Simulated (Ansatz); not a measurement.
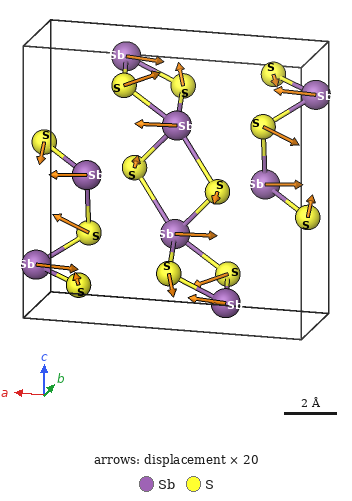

A relaxation of a crystal of Sb2S3 (built on the database structure type). The starting structure is drawn; orange arrows show the displacements (the part carried along by the change of the cell is left out), 20 times their true length.

Style: ball-and-stick. Shown: the cell of the calculation, from a free direction.

Computed with Ansatz, DFT, r2SCAN+rVV10, plane waves, PAW. Set-up: plane-wave cutoff 500 eV; k-point mesh 2 × 6 × 2; occupations fermi dirac; smearing width 0.02 eV; no spin polarisation; cell and atoms relaxed; force threshold 0.005 eV/Å.

### What did the optimiser do to the structure, and how much energy did it gain?

Over 6 accepted moves (9 points after the start) the energy falls by 8.0 meV per atom. Largest force component: 0.26 eV/Å at the start, 0.0032 eV/Å at the end. The pressure goes from 0.52 to −0.01 GPa. The line search rejected the trial steps at points 1, 3 of the run. At 1 point the geometry stayed and the basis and grid were re-selected for the new cell (energy shift of 0.1 meV per atom at most each time). The largest moves relative to the cell, 0.086 Å, are those of Sb atoms. By element the largest moves are Sb 0.086 Å, S 0.080 Å. Cell: a 11.177 → 11.474 Å (+2.7 %), b 3.845 → 3.842 Å (−0.1 %), c 10.934 → 11.206 Å (+2.5 %). Volume +5.1 %. Some distances before and after: S–Sb 3.018 → 3.158 Å, S–Sb 3.016 → 3.119 Å, S–Sb 2.570 → 2.527 Å, S–Sb 2.502 → 2.466 Å. Among the angles between lasting bonds that change: S–Sb–S 84.6° → 87.4°. The space group stays Pnma (No. 62). Cost: 73 s on 1 × NVIDIA H100 80GB HBM3 with 4 threads of AMD EPYC 7R13 Processor (Zen 3), on a shared host, peak memory 1.6 GiB.
